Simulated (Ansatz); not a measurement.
## Single-point calculation, with input and output: PtSe2

PtSe2 (P-3m1, 3 atoms in the cell), computed with DFT PBE, scalar-relativistic, plane waves, PAW, no spin polarisation (Ansatz 0.2.0).

The structure derives from an entry of the Crystallography Open Database. Figures and captions count atoms from 1; the log counts them from 0 in places.

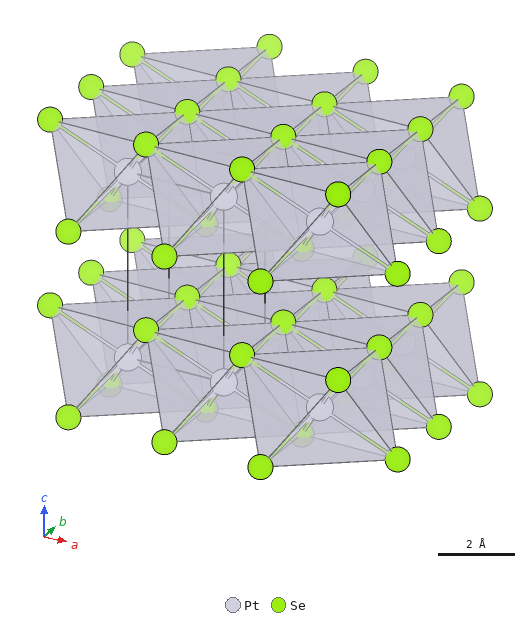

Figure 1. The input geometry (polyhedral view of the cell of the calculation, repeated 2 × 2 × 1, seen slightly off an axis; polyhedra are completed across the faces of the cell). An atom can appear more than once, as a periodic image.

Summary

| quantity | value |
| --- | --- |
| outcome | converged |
| space group (tolerance 0.01 Å) | P-3m1 (164) |
| electrons treated | 50 |
| free energy | −23462.2552 eV |
| Fermi energy | 13.323 eV |
| gap on the k-point mesh | none (metallic) |
| pressure | 7.33 GPa |
| largest force (length of the vector) | 0.573 eV/Å |
| hardware | 1 thread of Intel Xeon @ 2.50GHz (Skylake/Cascade Lake), 189 GiB of memory available, shared host |
| wall time | 3.7 s |
| peak memory | 0.37 GiB |

Spin–orbit coupling is left out, which matters for Pt. The cell is under a pressure of 7.3 GPa at this level, so it is not at its equilibrium volume.

The input
```yaml
crystal:
  lattice:
    - [3.7240006046, 0.0, 0.0]
    - [-1.8620003023, 3.2250791273, 0.0]
    - [0.0, 0.0, 5.062]
  atoms:
    - { symbol: Pt, position: [0.0, 0.0, 0.0] }
    - { symbol: Se, position: [0.3333333333, 0.6666666667, 0.25] }
    - { symbol: Se, position: [0.6666666667, 0.3333333333, 0.75] }
basis:
  ecutwfc: 420
kpoints:
  mp_grid: { grid: [6, 6, 4] }
hamiltonian:
  xc: pbe
scf:
  occupations: { method: gaussian, width: 0.1 }
output:
  forces: true
  stress: true
  eigenvalues: true
```

Launched with:
```bash
ansatz run input.yaml --threads 1 --pin off --max-ram 2560MiB --backend cpu --events-out ev --progress --plain --runs-dir out
```

Output
```
Engine: ansatz 0.2.0, x86_64-unknown-linux-gnu
Pseudopotentials: kind: paw
Pseudopotential: Pt, paw, valence charge 18, recommended cutoff 420 eV (normal), Pt.paw.azcp
Pseudopotential: Se, paw, valence charge 16, recommended cutoff 420 eV (normal), Se.paw.azcp
Functional definition: PBE
  parameter kappa = 0.804
  parameter beta = 0.06672455060314922
  exchange = pbe_x(kappa = kappa, mu = beta*pi^2/3)
  correlation = pbe_c(beta = beta)
Crystal: 3 atoms, lattice volume = 60.796 Å³
Basis set: ecut = 420 eV, 1205 PW (Γ), exchange–correlation on 50×50×72 points (8 copies of the dense FFT grid, shifted against one another)
Bands: 30, of which v1, the nominal top of the filled ones, is band 25 counted from 1 (24 counted from 0)
Symmetry: 12 space group operations
Space group: P-3m1 (ITA 164), of the structure as read, at distance tolerance 3.9e-5 Å
k-points: 24 of 144
Non-local potential: Pt, projectors of the file, l = 0: 3, l = 1: 2, l = 2: 2, l = 3: 1
Non-local potential: Se, projectors of the file, l = 0: 2, l = 1: 2, l = 2: 3, l = 3: 1
PAW form: soft (Blöchl's): semilocal exchange-correlation on the pseudo side does not see the compensation charge
PAW one-centre angular grid: Pt, 590 points (default); XC on 64 Gauss nodes
PAW one-centre angular grid: Se, 590 points (default); XC on 64 Gauss nodes
Initial density: superposition of atomic densities (neutral atoms: chi_scale 0, normalization atom), corrected by the library's trained network
Initial wavefunctions: pseudopotential atomic-orbital guess
Functional: x = pbe(κ = 0.804, μ = 0.2195149727645171), c = pbe(β = 0.06672455060314922)
SCF iter   1: F=—  HF=-23462.253488 eV  |F-HF|=—  |Δ(HF+E_count)|=         —  Δρ=2.76e-3  dr2=3.11e-3  ethr=1.77e-3  ⟨swp⟩=5.5  Hψ=2771  notcnv=0
preconditioner: auto → LDOS  [metal: Δε(μ)=0.075 eV  Ē_g=10.206 eV  σ=0.100 eV  W_gap=0.40  n_scr=22 (ndim 8)  ℏωp=22.3 eV  f_vac=0.035  D(μ)=1.01/eV (n_scr^D=2)  β→1.0]
SCF iter   2: F=—  HF=-23462.255281 eV  |F-HF|=—  |Δ(HF+E_count)|=   1.79e-3  Δρ=7.21e-4  dr2=3.37e-4  ethr=6.22e-6  ⟨swp⟩=2.0  Hψ=1241  notcnv=0
SCF iter   3: F=—  HF=-23462.255226 eV  |F-HF|=—  |Δ(HF+E_count)|=   5.48e-5  Δρ=2.19e-4  dr2=4.08e-5  ethr=6.74e-7  ⟨swp⟩=2.0  Hψ=1284  notcnv=0
SCF iter   4: F=—  HF=-23462.255194 eV  |F-HF|=—  |Δ(HF+E_count)|=   3.20e-5  Δρ=4.07e-5  dr2=9.73e-7  ethr=8.17e-8  ⟨swp⟩=2.2  Hψ=980  notcnv=0
SCF iter   5: F=—  HF=-23462.255194 eV  |F-HF|=—  |Δ(HF+E_count)|=   4.34e-7  Δρ=1.01e-5  dr2=1.19e-7  ethr=1.95e-9  ⟨swp⟩=2.4  Hψ=1188  notcnv=0
SCF iter   6: F=-23462.255194 eV  HF=-23462.255194 eV  |F-HF|=2.00e-9  |Δ(HF+E_count)|=   2.96e-9  Δρ=2.42e-6  dr2=3.97e-9  ethr=2.00e-10  ⟨swp⟩=6.5  Hψ=2884  notcnv=0
SCF 1 converged in 6 iterations: F = -23462.255194 eV  dr2 = 3.97e-9
  greatest PAW one-centre occupation: 1.000 electrons in one spin orbital (limit 2), on the Pt atom at site 0 (counted from 0), in its partial waves of l = 0
```

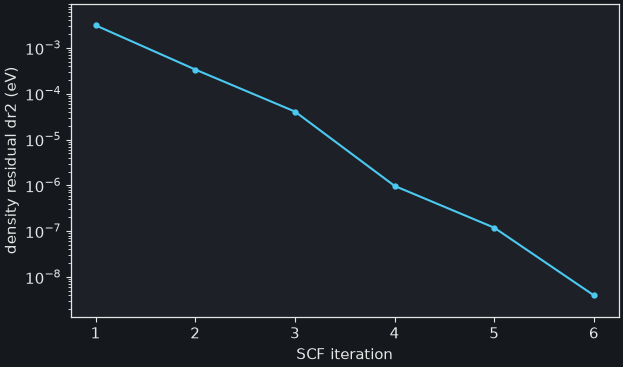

Figure 2. Convergence of the self-consistent field: density residual dr2 against the SCF iteration. The residual falls at every step.

```
SCF converged after 6 iterations
Free energy (F): -23462.255194 eV
Harris-Foulkes:  -23462.255194 eV  (|F-HF|=2.00e-9)
Internal energy: -23462.249868 eV  (E = F + TS)
E sigma→0 (E₀):  -23462.252531 eV
Entropy (-TS):   -0.005326 eV (-1.775 meV/atom)
Fermi energy:    13.323102 eV
--- Per-component energies (eV) ---
  E_band       = -958.385283
  E_kinetic    = 876.380085
  E_local      = -6791.703090  (includes V_loc(G=0)·N_el)
  E_nonlocal   = -990.484266
  E_hartree    = 3150.824353
  E_xc         = -471.386426
  E_vxc        = -500.865740  (∫ρ·V_xc dr)
  E_paw        = -13277.944706  (= ΣΔE_a)
  E_vpaw       = 146.643246  (= ΣTr[D̂ρ^β])
  E_aug_tail   = -0.000985  (compensation charges beyond the density's cutoff)
  E_ewald      = -5957.934834
  E_smearing   = -0.005326  (= −TS)
  E_closure    = -0.000000  (closes the sum)
  Σ components = -23462.255194   (vs F -23462.255194, Δ=0.00e0)
--- Forces (eV/Å), atoms counted from 1 ---
  atom   1  Pt     0.00000000     0.00000000     0.00000000
  atom   2  Se     0.00000000    -0.00000000     0.57289571
  atom   3  Se    -0.00000000     0.00000000    -0.57289571
  max |Σ_I F_I| component: 2.11e-30 eV/Å
--- Stress (GPa, compression-positive) ---
        7.959646       0.000000       0.000000
        0.000000       7.959646       0.000000
        0.000000      -0.000000       6.076992
  P = ⅓ Tr σ = 7.3321 GPa (73.321 kbar)
--- Band table (eV; the first three rows and the last of 24) ---
  k-point 0: bands = ["-86.2271", "-40.4814", "-40.4814", "-40.3864", "-35.2426", "-35.2426", "-35.2402", "-35.2402", "-35.2266", "-35.2266", "-35.2217", "-35.2217", "-35.2169", "-35.2167", "-2.4061", "0.4188", "6.1084", "6.8220", "6.8220", "9.2861", "9.2861", "10.7278", "12.2390", "12.2390", "13.7147", "14.7795", "14.7795", "16.9265", "17.5303", "20.6159"]
  k-point 1: bands = ["-86.2271", "-40.4814", "-40.4814", "-40.3864", "-35.2424", "-35.2424", "-35.2402", "-35.2402", "-35.2261", "-35.2261", "-35.2223", "-35.2223", "-35.2170", "-35.2166", "-2.1831", "-0.0881", "6.8483", "6.8483", "6.8756", "9.2699", "9.2699", "10.6624", "12.0054", "12.0054", "12.5402", "15.1969", "15.1969", "17.4025", "18.6894", "20.4010"]
  k-point 2: bands = ["-86.2271", "-40.4814", "-40.4814", "-40.3864", "-35.2423", "-35.2423", "-35.2403", "-35.2403", "-35.2253", "-35.2253", "-35.2230", "-35.2230", "-35.2170", "-35.2165", "-1.8296", "-0.6829", "6.8752", "6.8752", "7.8556", "9.2552", "9.2552", "10.3608", "11.5979", "11.8049", "11.8049", "15.6258", "15.6258", "18.1244", "19.6567", "20.0931"]
  k-point 23: bands = ["-86.2269", "-40.4887", "-40.4887", "-40.3857", "-35.2418", "-35.2415", "-35.2415", "-35.2403", "-35.2252", "-35.2240", "-35.2240", "-35.2239", "-35.2163", "-35.2163", "-0.3647", "-0.3647", "6.8306", "6.8306", "6.9898", "8.7911", "8.7911", "9.1245", "9.6300", "10.7941", "10.7941", "15.3229", "15.3229", "19.8663", "20.6109", "20.6109"]
```

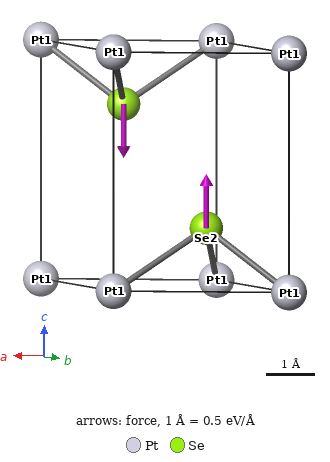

Figure 3. Forces on the atoms as pink arrows (ball-and-stick view of the cell of the calculation, seen at an oblique angle; atoms are numbered from 1 in the order of the input). The largest act on Se2, Se3 (0.57 eV/Å). The geometry is not a stationary point of this energy.

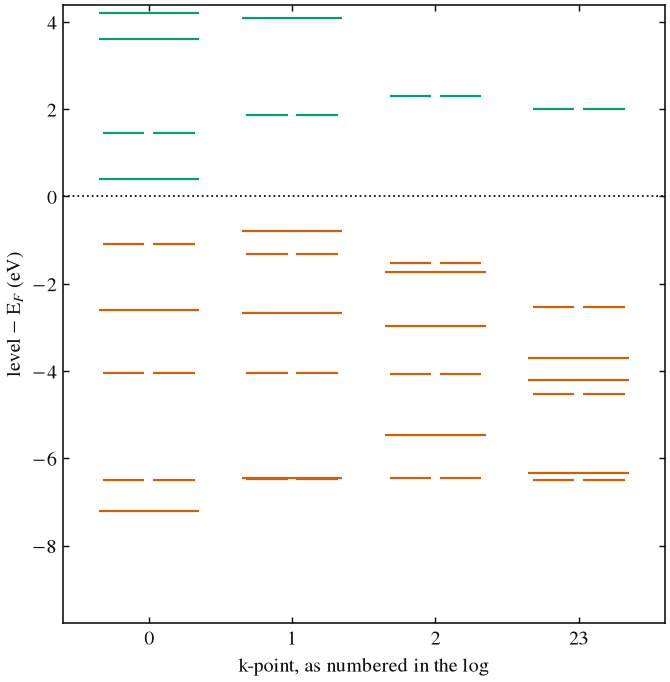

Figure 4. Kohn–Sham levels near the Fermi level (dotted) at the few k-points that the log prints; levels within 0.02 eV of each other stand side by side. The system is metallic on the full mesh.
